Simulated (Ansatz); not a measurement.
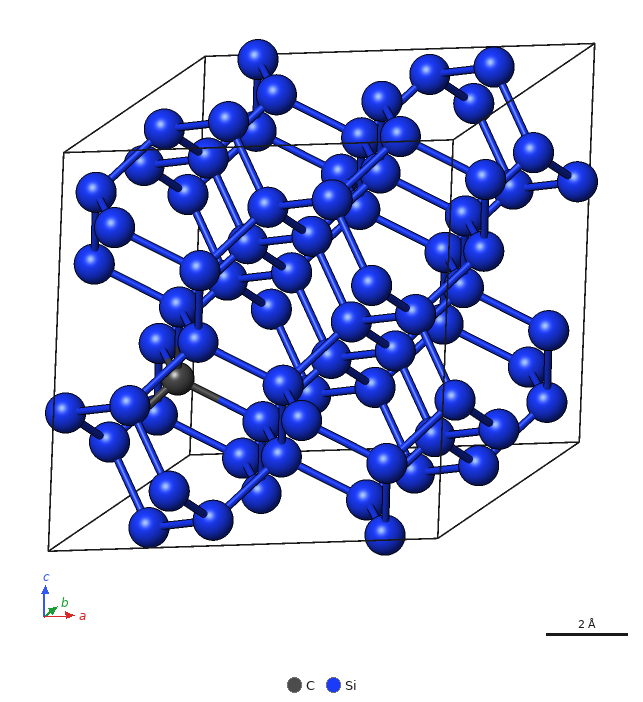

Figure 1. The starting structure (ball-and-stick view of the cell of the calculation, seen slightly off an axis). Near neighbours in the crystal (not all of them lie inside the picture): C has 4 Si at 2.36 to 2.38 Å; Si has 4 Si at 2.36 to 2.38 Å; Si has 1 C at 2.36 to 2.38 Å and 3 Si at 2.36 to 2.38 Å.

# Run report: Si47C, geometry relaxation (part 1 of 3)

The run: geometry relaxation of Si47C (defect cell, 48 atoms in the cell). Method and program: DFT PBE, scalar-relativistic, plane waves, PAW, no spin polarisation (Ansatz 0.2.0).

The structure derives from a Materials Project entry. It belongs to a series of runs on one base structure; here: C on a Si site (f), charge +0, atoms relaxed at the host's cell.

**The input**
```yaml
crystal:
  lattice:
    - [7.7025612697, 1.0e-10, -6.3650227274]
    - [-3.8512806348, -6.6706137338, -6.3650227274]
    - [-3.8512806349, 6.6706137337, -6.3650227274]
  atoms:
    - { symbol: C, position: [0.1456896866, 0.4790230199, 0.3123563532] }
    - { symbol: Si, position: [0.3123563532, 0.6456896866, 0.9790230199] }
    - { symbol: Si, position: [0.9790230199, 0.3123563532, 0.6456896866] }
    - { symbol: Si, position: [0.8123563532, 0.6456896866, 0.4790230199] }
    - { symbol: Si, position: [0.4790230199, 0.3123563532, 0.1456896866] }
    - { symbol: Si, position: [0.6456896866, 0.4790230199, 0.8123563532] }
    - { symbol: Si, position: [0.3123563532, 0.1456896866, 0.4790230199] }
    - { symbol: Si, position: [0.9790230199, 0.8123563532, 0.1456896866] }
    - { symbol: Si, position: [0.1456896866, 0.9790230199, 0.8123563532] }
    - { symbol: Si, position: [0.6456896866, 0.9790230199, 0.3123563532] }
    - { symbol: Si, position: [0.8123563532, 0.1456896866, 0.9790230199] }
    - { symbol: Si, position: [0.4790230199, 0.8123563532, 0.6456896866] }
    - { symbol: Si, position: [0.1456896866, 0.3123563532, 0.9790230199] }
    - { symbol: Si, position: [0.3123563532, 0.4790230199, 0.6456896866] }
    - { symbol: Si, position: [0.9790230199, 0.1456896866, 0.3123563532] }
    - { symbol: Si, position: [0.8123563532, 0.4790230199, 0.1456896866] }
    - { symbol: Si, position: [0.4790230199, 0.1456896866, 0.8123563532] }
    - { symbol: Si, position: [0.6456896866, 0.3123563532, 0.4790230199] }
    - { symbol: Si, position: [0.3123563532, 0.9790230199, 0.1456896866] }
    - { symbol: Si, position: [0.9790230199, 0.6456896866, 0.8123563532] }
    - { symbol: Si, position: [0.1456896866, 0.8123563532, 0.4790230199] }
    - { symbol: Si, position: [0.6456896866, 0.8123563532, 0.9790230199] }
    - { symbol: Si, position: [0.8123563532, 0.9790230199, 0.6456896866] }
    - { symbol: Si, position: [0.4790230199, 0.6456896866, 0.3123563532] }
    - { symbol: Si, position: [0.0209769801, 0.3543103134, 0.1876436468] }
    - { symbol: Si, position: [0.1876436468, 0.5209769801, 0.8543103134] }
    - { symbol: Si, position: [0.8543103134, 0.1876436468, 0.5209769801] }
    - { symbol: Si, position: [0.6876436468, 0.5209769801, 0.3543103134] }
    - { symbol: Si, position: [0.3543103134, 0.1876436468, 0.0209769801] }
    - { symbol: Si, position: [0.5209769801, 0.3543103134, 0.6876436468] }
    - { symbol: Si, position: [0.1876436468, 0.0209769801, 0.3543103134] }
    - { symbol: Si, position: [0.8543103134, 0.6876436468, 0.0209769801] }
    - { symbol: Si, position: [0.0209769801, 0.8543103134, 0.6876436468] }
    - { symbol: Si, position: [0.5209769801, 0.8543103134, 0.1876436468] }
    - { symbol: Si, position: [0.6876436468, 0.0209769801, 0.8543103134] }
    - { symbol: Si, position: [0.3543103134, 0.6876436468, 0.5209769801] }
    - { symbol: Si, position: [0.0209769801, 0.1876436468, 0.8543103134] }
    - { symbol: Si, position: [0.1876436468, 0.3543103134, 0.5209769801] }
    - { symbol: Si, position: [0.8543103134, 0.0209769801, 0.1876436468] }
    - { symbol: Si, position: [0.6876436468, 0.3543103134, 0.0209769801] }
    - { symbol: Si, position: [0.3543103134, 0.0209769801, 0.6876436468] }
    - { symbol: Si, position: [0.5209769801, 0.1876436468, 0.3543103134] }
    - { symbol: Si, position: [0.1876436468, 0.8543103134, 0.0209769801] }
    - { symbol: Si, position: [0.8543103134, 0.5209769801, 0.6876436468] }
    - { symbol: Si, position: [0.0209769801, 0.6876436468, 0.3543103134] }
    - { symbol: Si, position: [0.5209769801, 0.6876436468, 0.8543103134] }
    - { symbol: Si, position: [0.6876436468, 0.8543103134, 0.5209769801] }
    - { symbol: Si, position: [0.3543103134, 0.5209769801, 0.1876436468] }
  host:
    lattice:
      - [3.8512806348, 0.0, 0.0]
      - [-1.9256403174, 3.3353068669, 0.0]
      - [0.0, 0.0, 6.3650227274]
    atoms:
      - { symbol: Si, position: [0.3333333333, 0.6666666667, 0.0629309403] }
      - { symbol: Si, position: [0.6666666667, 0.3333333333, 0.5629309403] }
      - { symbol: Si, position: [0.3333333333, 0.6666666667, 0.4370690597] }
      - { symbol: Si, position: [0.6666666667, 0.3333333333, 0.9370690597] }
basis:
  ecutwfc: 420
  xc_grid: 2
kpoints:
  mp_grid: { grid: [2, 2, 2], shift: [0.5, 0.5, 0.5] }
hamiltonian:
  xc: pbe
scf:
  occupations: { method: gaussian, width: 0.02 }
output:
  forces: true
  stress: false
  eigenvalues: true
  charged_corrections:
    defect_position: [0.14568969, 0.47902302, 0.31235635]
    epsilon: [[12.6179, 0.0, 0.0], [0.0, 12.6179, 0.0], [0.0, 0.0, 13.7065]]
  write_density: true
  write_potential: true
  elf: true
  volumetric_format: npy
relax:
  adjacent_minimum: "off"
  f_tol: 0.025
  max_steps: 45
```

Run on 4 threads of Arm Neoverse V1, 24 GiB of memory available, shared host.

Run as:
```bash
ansatz run input.yaml --threads 4 --pin off --max-ram 6144MiB --backend cpu --events-out ev --progress --plain --runs-dir out
```

**What the program printed**
```
Engine: ansatz 0.2.0, aarch64-unknown-linux-gnu
Pseudopotentials: kind: paw
Pseudopotential: C, paw, valence charge 4, recommended cutoff 420 eV (normal), C.paw.azcp
Pseudopotential: Si, paw, valence charge 4, recommended cutoff 420 eV (normal), Si.paw.azcp
Functional definition: PBE
  parameter kappa = 0.804
  parameter beta = 0.06672455060314922
  exchange = pbe_x(kappa = kappa, mu = beta*pi^2/3)
  correlation = pbe_c(beta = beta)
Crystal: 48 atoms, lattice volume = 981.120 Å³
Basis set: ecut = 420 eV, 19113 PW (Γ), exchange–correlation on 144×144×144 points (8 copies of the dense FFT grid, shifted against one another)
Bands: 144, of which v1, the nominal top of the filled ones, is band 96 counted from 1 (95 counted from 0)
Symmetry: 3 space group operations
Space group: R3 (ITA 146), of the structure as read, at distance tolerance 9.9e-5 Å
k-points: 2 of 8 (time reversal used)
Non-local potential: C, projectors of the file, l = 0: 2, l = 1: 2, l = 2: 1
Non-local potential: Si, projectors of the file, l = 0: 2, l = 1: 2, l = 2: 2
PAW form: soft (Blöchl's): semilocal exchange-correlation on the pseudo side does not see the compensation charge
PAW one-centre angular grid: C, 110 points (default); XC on 64 Gauss nodes
PAW one-centre angular grid: Si, 110 points (default); XC on 64 Gauss nodes
Initial density: superposition of atomic densities (neutral atoms: chi_scale 0, normalization atom), corrected by the library's trained network
Initial wavefunctions: pseudopotential atomic-orbital guess
Functional: x = pbe(κ = 0.804, μ = 0.2195149727645171), c = pbe(β = 0.06672455060314922)
SCF iter   1: F=—  HF=-30129.955731 eV  |F-HF|=—  |Δ(HF+E_count)|=         —  Δρ=1.69e-3  dr2=7.68e-2  ethr=1.77e-3  ⟨swp⟩=6.5  Hψ=1390  notcnv=0  defer=24
preconditioner: auto → Resta (q_TF=auto, 2.079 Å⁻¹)  ε∞=5.5  [insulator: Δε(μ)=0.815 eV  Ē_g=7.743 eV  σ=0.020 eV  W_gap=1.00  n_scr=154 (ndim 8)  ℏωp=16.4 eV  f_vac=0.000  D(μ)=0.00/eV (n_scr^D=0)  ε∞_Penn≈5.5]
SCF iter   2: F=—  HF=-30129.954837 eV  |F-HF|=—  |Δ(HF+E_count)|=   8.94e-4  Δρ=7.98e-4  dr2=1.66e-2  ethr=4.00e-5  ⟨swp⟩=2.0  Hψ=358  notcnv=0  defer=80
SCF iter   3: F=—  HF=-30129.955313 eV  |F-HF|=—  |Δ(HF+E_count)|=   4.76e-4  Δρ=1.68e-4  dr2=3.64e-4  ethr=8.64e-6  ⟨swp⟩=2.0  Hψ=342  notcnv=0  defer=80
SCF iter   4: F=—  HF=-30129.955915 eV  |F-HF|=—  |Δ(HF+E_count)|=   6.02e-4  Δρ=3.43e-5  dr2=2.38e-5  ethr=1.90e-7  ⟨swp⟩=2.0  Hψ=390  notcnv=0  defer=80
iter 5 did not close the SCF: its close was put off for the readings that it lacked (scf_convergence_deferred on its scf_iter line)
SCF iter   5: F=-30129.955934 eV  HF=-30129.955933 eV  |F-HF|=9.97e-7  |Δ(HF+E_count)|=   1.79e-5  Δρ=1.03e-5  dr2=2.20e-6  ethr=1.24e-8  ⟨swp⟩=2.0  Hψ=345  notcnv=0  defer=80
SCF iter   6: F=-30129.955935 eV  HF=-30129.955935 eV  |F-HF|=8.47e-8  |Δ(HF+E_count)|=   1.85e-6  Δρ=2.45e-6  dr2=1.01e-7  ethr=1.14e-9  ⟨swp⟩=17.5  Hψ=2701  notcnv=0
SCF 1 converged in 6 iterations: F = -30129.955935 eV  dr2 = 1.01e-7
  greatest PAW one-centre occupation: 0.650 electrons in one spin orbital (limit 2), on the C atom at site 0 (counted from 0), in its partial waves of l = 0
relax step   1: F+E_penalty+E_count = -30129.95593495 eV  Δ(F+E_penalty+E_count) = +0.000e0 eV  max|allowed force component| = 2.181e0 eV/Å  Δτ_max = 0.0000 Å  (6 SCF iters, dr2 threshold 1.56e-5 eV, accepted)
Initial density: handed on by an earlier stage of this run
Initial wavefunctions: those handed on with the density
iter 1 solved again at ethr=2.60e-4 eV; its pass at ethr=3.10e-3 eV (dr2=4.99e-1 eV) is discarded
SCF iter   1: F=—  HF=-30131.525482 eV  |F-HF|=—  |Δ(HF+E_count)|=         —  Δρ=6.77e-3  dr2=5.04e-1  ethr=2.60e-4  ⟨swp⟩=1.5  Hψ=1029  notcnv=0  defer=81
preconditioner: auto → Resta (q_TF=auto, 2.079 Å⁻¹)  ε∞=5.5  [insulator: Δε(μ)=0.904 eV  Ē_g=7.762 eV  σ=0.020 eV  W_gap=1.00  n_scr=154 (ndim 8)  ℏωp=16.4 eV  f_vac=0.000  D(μ)=0.00/eV (n_scr^D=0)  ε∞_Penn≈5.5]
SCF iter   2: F=—  HF=-30131.456922 eV  |F-HF|=—  |Δ(HF+E_count)|=   6.86e-2  Δρ=2.88e-3  dr2=9.39e-2  ethr=2.60e-4  ⟨swp⟩=3.0  Hψ=419  notcnv=0  defer=81
SCF iter   3: F=—  HF=-30131.448037 eV  |F-HF|=—  |Δ(HF+E_count)|=   8.88e-3  Δρ=1.69e-3  dr2=2.59e-2  ethr=4.89e-5  ⟨swp⟩=2.0  Hψ=315  notcnv=0  defer=81
SCF iter   4: F=—  HF=-30131.446221 eV  |F-HF|=—  |Δ(HF+E_count)|=   1.82e-3  Δρ=1.54e-4  dr2=3.39e-4  ethr=1.35e-5  ⟨swp⟩=2.0  Hψ=484  notcnv=0  defer=81
SCF iter   5: F=—  HF=-30131.446398 eV  |F-HF|=—  |Δ(HF+E_count)|=   1.77e-4  Δρ=5.52e-5  dr2=4.69e-5  ethr=1.76e-7  ⟨swp⟩=2.0  Hψ=399  notcnv=0  defer=81
SCF iter   6: F=-30131.446437 eV  HF=-30131.446438 eV  |F-HF|=4.11e-7  |Δ(HF+E_count)|=   3.95e-5  Δρ=1.25e-5  dr2=5.22e-6  ethr=2.44e-8  ⟨swp⟩=21.5  Hψ=3158  notcnv=0
SCF 2 converged in 6 iterations: F = -30131.446437 eV  dr2 = 5.22e-6
  greatest PAW one-centre occupation: 0.633 electrons in one spin orbital (limit 2), on the C atom at site 0 (counted from 0), in its partial waves of l = 0
relax step   2: F+E_penalty+E_count = -30131.44643722 eV  Δ(F+E_penalty+E_count) = -1.491e0 eV  max|allowed force component| = 1.185e0 eV/Å  Δτ_max = 0.1993 Å  (6 SCF iters, dr2 threshold 1.00e-4 eV, accepted)
iter 1 solved again at ethr=4.65e-4 eV; its pass at ethr=3.10e-3 eV (dr2=8.94e-1 eV) is discarded
SCF iter   1: F=—  HF=-30132.003133 eV  |F-HF|=—  |Δ(HF+E_count)|=         —  Δρ=9.00e-3  dr2=9.01e-1  ethr=4.65e-4  ⟨swp⟩=1.0  Hψ=1027  notcnv=0  defer=81
preconditioner: auto → Resta (q_TF=auto, 2.079 Å⁻¹)  ε∞=5.5  [insulator: Δε(μ)=0.930 eV  Ē_g=7.776 eV  σ=0.020 eV  W_gap=1.00  n_scr=154 (ndim 8)  ℏωp=16.4 eV  f_vac=0.000  D(μ)=0.00/eV (n_scr^D=0)  ε∞_Penn≈5.5]
SCF iter   2: F=—  HF=-30131.852382 eV  |F-HF|=—  |Δ(HF+E_count)|=   1.51e-1  Δρ=3.29e-3  dr2=9.56e-2  ethr=4.65e-4  ⟨swp⟩=3.0  Hψ=419  notcnv=0  defer=81
SCF iter   3: F=—  HF=-30131.843843 eV  |F-HF|=—  |Δ(HF+E_count)|=   8.54e-3  Δρ=1.81e-3  dr2=2.77e-2  ethr=4.98e-5  ⟨swp⟩=2.0  Hψ=221  notcnv=0  defer=81
SCF iter   4: F=—  HF=-30131.843145 eV  |F-HF|=—  |Δ(HF+E_count)|=   6.98e-4  Δρ=1.63e-4  dr2=3.47e-4  ethr=1.44e-5  ⟨swp⟩=2.0  Hψ=488  notcnv=0  defer=81
SCF iter   5: F=-30131.843245 eV  HF=-30131.843243 eV  |F-HF|=2.63e-6  |Δ(HF+E_count)|=   9.77e-5  Δρ=4.09e-5  dr2=3.83e-5  ethr=4.57e-8  ⟨swp⟩=21.5  Hψ=3166  notcnv=0
SCF 3 converged in 5 iterations: F = -30131.843245 eV  dr2 = 3.83e-5
  greatest PAW one-centre occupation: 0.636 electrons in one spin orbital (limit 2), on the C atom at site 0 (counted from 0), in its partial waves of l = 0
relax step   3: F+E_penalty+E_count = -30131.84324517 eV  Δ(F+E_penalty+E_count) = -3.968e-1 eV  max|allowed force component| = 6.676e-1 eV/Å  Δτ_max = 0.1925 Å  (5 SCF iters, dr2 threshold 8.78e-5 eV, accepted)
SCF iter   1: F=—  HF=-30131.917986 eV  |F-HF|=—  |Δ(HF+E_count)|=         —  Δρ=2.25e-3  dr2=5.86e-2  ethr=2.40e-4  ⟨swp⟩=3.0  Hψ=570  notcnv=0  defer=81
preconditioner: auto → Resta (q_TF=auto, 2.079 Å⁻¹)  ε∞=5.5  [insulator: Δε(μ)=0.909 eV  Ē_g=7.763 eV  σ=0.020 eV  W_gap=1.00  n_scr=154 (ndim 8)  ℏωp=16.4 eV  f_vac=0.000  D(μ)=0.00/eV (n_scr^D=0)  ε∞_Penn≈5.5]
SCF iter   2: F=—  HF=-30131.907975 eV  |F-HF|=—  |Δ(HF+E_count)|=   1.00e-2  Δρ=7.41e-4  dr2=5.28e-3  ethr=3.05e-5  ⟨swp⟩=3.0  Hψ=544  notcnv=0  defer=81
SCF iter   3: F=—  HF=-30131.907509 eV  |F-HF|=—  |Δ(HF+E_count)|=   4.66e-4  Δρ=4.29e-4  dr2=1.55e-3  ethr=2.75e-6  ⟨swp⟩=1.5  Hψ=208  notcnv=0  defer=81
SCF iter   4: F=-30131.907426 eV  HF=-30131.907425 eV  |F-HF|=1.15e-6  |Δ(HF+E_count)|=   8.41e-5  Δρ=3.93e-5  dr2=2.02e-5  ethr=5.21e-8  ⟨swp⟩=20.0  Hψ=3048  notcnv=0
SCF 4 converged in 4 iterations: F = -30131.907426 eV  dr2 = 2.02e-5
  greatest PAW one-centre occupation: 0.633 electrons in one spin orbital (limit 2), on the Si atom at site 35 (counted from 0), in its partial waves of l = 0
relax step   4: F+E_penalty+E_count = -30131.90742611 eV  Δ(F+E_penalty+E_count) = -6.418e-2 eV  max|allowed force component| = 3.908e-2 eV/Å  Δτ_max = 0.0532 Å  (4 SCF iters, dr2 threshold 1.00e-4 eV, accepted)
iter 1 solved again at ethr=1.06e-8 eV; its pass at ethr=3.10e-3 eV (dr2=2.04e-5 eV) is discarded
SCF iter   1: F=—  HF=-30131.907393 eV  |F-HF|=—  |Δ(HF+E_count)|=         —  Δρ=3.94e-5  dr2=2.05e-5  ethr=1.06e-8  ⟨swp⟩=1.0  Hψ=680  notcnv=0
preconditioner: auto → Resta (q_TF=auto, 2.079 Å⁻¹)  ε∞=5.5  [insulator: Δε(μ)=0.911 eV  Ē_g=7.763 eV  σ=0.020 eV  W_gap=1.00  n_scr=154 (ndim 8)  ℏωp=16.4 eV  f_vac=0.000  D(μ)=0.00/eV (n_scr^D=0)  ε∞_Penn≈5.5]
SCF iter   2: F=—  HF=-30131.907428 eV  |F-HF|=—  |Δ(HF+E_count)|=   3.54e-5  Δρ=2.37e-5  dr2=6.00e-6  ethr=1.06e-8  ⟨swp⟩=2.5  Hψ=400  notcnv=0
SCF iter   3: F=—  HF=-30131.907432 eV  |F-HF|=—  |Δ(HF+E_count)|=   4.00e-6  Δρ=6.82e-6  dr2=1.03e-6  ethr=3.12e-9  ⟨swp⟩=2.0  Hψ=398  notcnv=0
SCF iter   4: F=-30131.907433 eV  HF=-30131.907433 eV  |F-HF|=1.29e-8  |Δ(HF+E_count)|=   3.04e-7  Δρ=2.44e-6  dr2=8.17e-8  ethr=5.21e-11  ⟨swp⟩=9.0  Hψ=1938  notcnv=0
SCF 5 converged in 4 iterations: F = -30131.907433 eV  dr2 = 8.17e-8
relax step   5: F+E_penalty+E_count = -30131.90743281 eV  Δ(F+E_penalty+E_count) = -6.695e-6 eV  max|allowed force component| = 3.942e-2 eV/Å  Δτ_max = 0.0000 Å  (4 SCF iters, accepted)
SCF iter   1: F=—  HF=-30131.907958 eV  |F-HF|=—  |Δ(HF+E_count)|=         —  Δρ=3.47e-4  dr2=1.12e-3  ethr=2.36e-5  ⟨swp⟩=4.0  Hψ=582  notcnv=0  defer=81
preconditioner: auto → Resta (q_TF=auto, 2.079 Å⁻¹)  ε∞=5.5  [insulator: Δε(μ)=0.910 eV  Ē_g=7.763 eV  σ=0.020 eV  W_gap=1.00  n_scr=154 (ndim 8)  ℏωp=16.4 eV  f_vac=0.000  D(μ)=0.00/eV (n_scr^D=0)  ε∞_Penn≈5.5]
SCF iter   2: F=—  HF=-30131.907839 eV  |F-HF|=—  |Δ(HF+E_count)|=   1.19e-4  Δρ=1.89e-4  dr2=2.59e-4  ethr=5.83e-7  ⟨swp⟩=1.5  Hψ=355  notcnv=0  defer=81
SCF iter   3: F=—  HF=-30131.907851 eV  |F-HF|=—  |Δ(HF+E_count)|=   1.16e-5  Δρ=5.58e-5  dr2=4.13e-5  ethr=1.35e-7  ⟨swp⟩=2.0  Hψ=399  notcnv=0  defer=81
SCF iter   4: F=—  HF=-30131.908330 eV  |F-HF|=—  |Δ(HF+E_count)|=   4.79e-4  Δρ=1.16e-5  dr2=1.94e-6  ethr=2.15e-8  ⟨swp⟩=2.0  Hψ=399  notcnv=0  defer=81
SCF iter   5: F=—  HF=-30131.908330 eV  |F-HF|=—  |Δ(HF+E_count)|=   5.15e-8  Δρ=3.48e-6  dr2=1.52e-7  ethr=1.01e-9  ⟨swp⟩=2.0  Hψ=399  notcnv=0  defer=81
SCF iter   6: F=-30131.908330 eV  HF=-30131.908330 eV  |F-HF|=8.26e-9  |Δ(HF+E_count)|=   9.98e-8  Δρ=7.91e-7  dr2=1.03e-8  ethr=5.21e-11  ⟨swp⟩=15.5  Hψ=2063  notcnv=0
SCF 6 converged in 6 iterations: F = -30131.908330 eV  dr2 = 1.03e-8
relax step   6: F+E_penalty+E_count = -30131.90832976 eV  Δ(F+E_penalty+E_count) = -8.970e-4 eV  max|allowed force component| = 1.776e-2 eV/Å  Δτ_max = 0.0068 Å  (6 SCF iters, accepted)
```

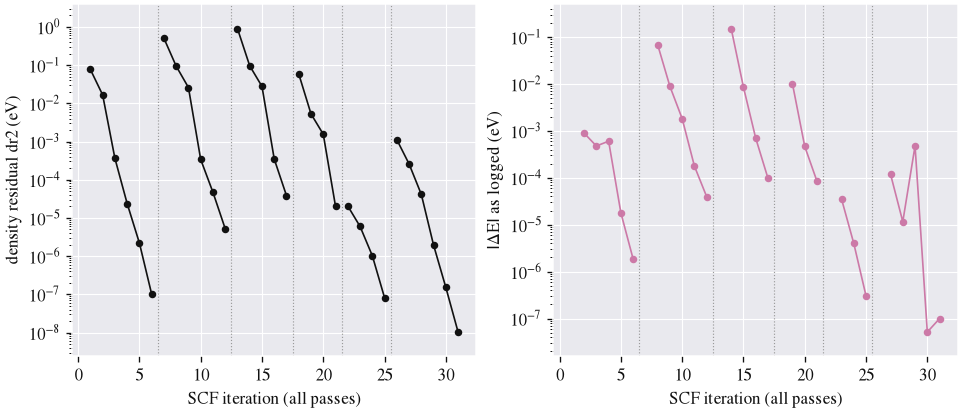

Figure 2. Convergence of the self-consistent field: density residual dr2 and size of the energy change against the SCF iteration. The dotted lines part the SCF passes of the relaxation: geometry steps, rejected trials and re-solves on a re-selected basis. The 6 passes take 4 to 6 iterations each, 31 in all.

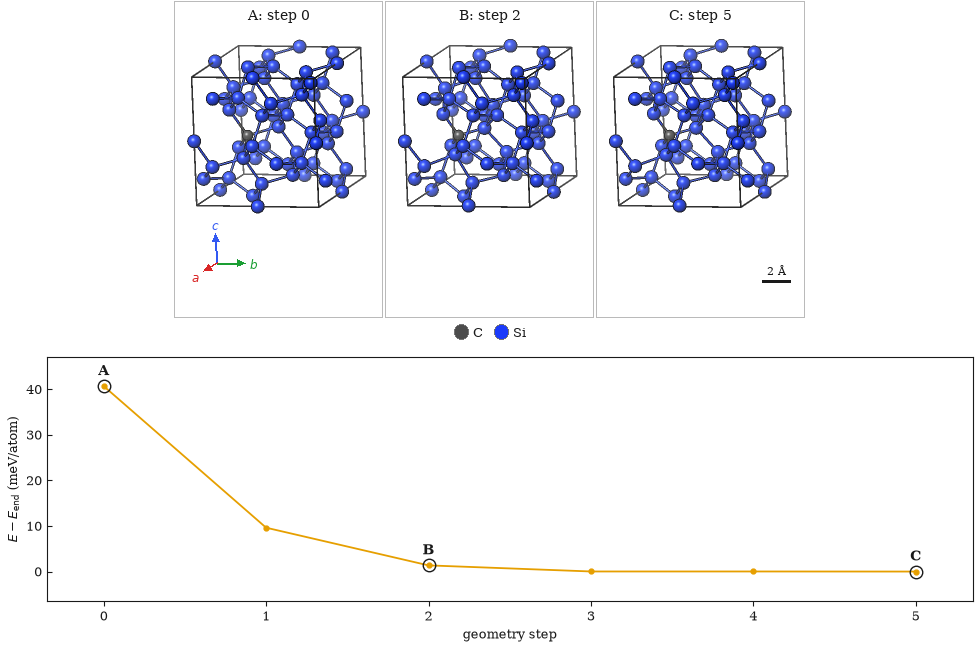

Figure 3. Frames of the relaxation (ball-and-stick view of the cell of the calculation (origin shifted), seen slightly off an axis) above the curves, on which the letters mark them (the first geometry is step 0 here and step 1 in the log).
